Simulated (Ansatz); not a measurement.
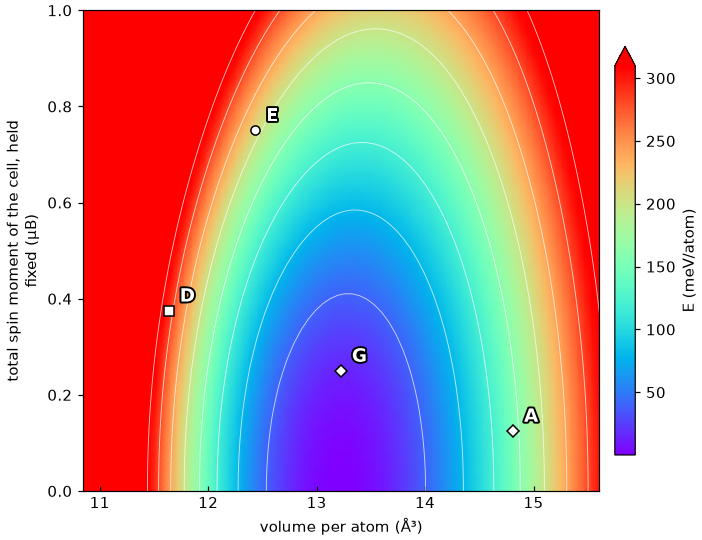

Rh (Fm-3m, No. 225; 1 atom in the cell). The energy is mapped over volume and a fixed ferromagnetic moment. First axis: volume per atom. Second axis: total spin moment of the cell, held fixed. Nothing is relaxed (shape and fractional coordinates fixed). Grid: 7 × 9 points. Points are written as (first, second). Energies are in meV/atom, from the lowest grid point. The moment is held fixed and parallel; antiferromagnetic orders weren't tried. These are results of DFT LDA, scalar-relativistic, plane waves, PAW in Ansatz, not measurements. Settings: cutoff 420 eV, k-mesh 22×22×22, gaussian smearing 0.15 eV.

The picture shows a smooth colour map with a few white contour lines, one colour for all values above the top of the scale, lettered points. Between grid points the surface is interpolated.

Q: What kind of point is each of A, D, E: minimum, saddle, maximum or slope?

A: A: on a slope; D: on a slope; E: on a slope. (In these two coordinates alone; a stationary point may lie a little off the grid point.)

Q: Rank the lettered points by energy, lowest first.

A: G (15 meV/atom), A (152 meV/atom), E (210 meV/atom), D (293 meV/atom).

PAW datasets: the set soft_1.
